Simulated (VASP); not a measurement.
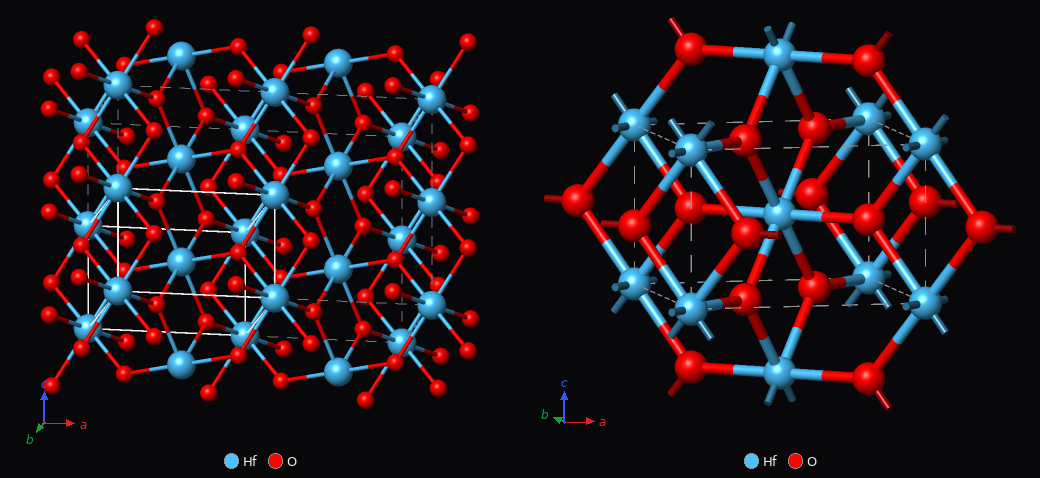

Left: the structure. Right: its underlying net. Nodes are coloured by element. Edges to nodes outside the piece are drawn as stubs.

HfO₂ (space group P4_2/mnm, No. 136). Coordinates: the geometry relaxed with VASP, VASP Kohn-Sham DFT of a periodic cell, PBE, VASP PAW PBE potentials, hard.

Bonds are taken as Hf–O below 2.4 Å; no other contact counts. Atoms with one bond or none are removed and atoms with two bonds are replaced by edges, until no such atom is left.

The result is a binodal (3,6)-connected, three-periodic net: O is a 3-connected node; Hf is a 6-connected node, in the ratio 2:1. It is the rtl net, known from rutile. It is a single net, without interpenetration.

```json
{"node": "O", "links": "3", "point symbol": "4·6²", "coordination sequence": "3 14 19 62 51 144 99 254"}
{"node": "Hf", "links": "6", "point symbol": "4²·6¹⁰·8³", "coordination sequence": "6 10 38 34 102 74 198 130"}
```
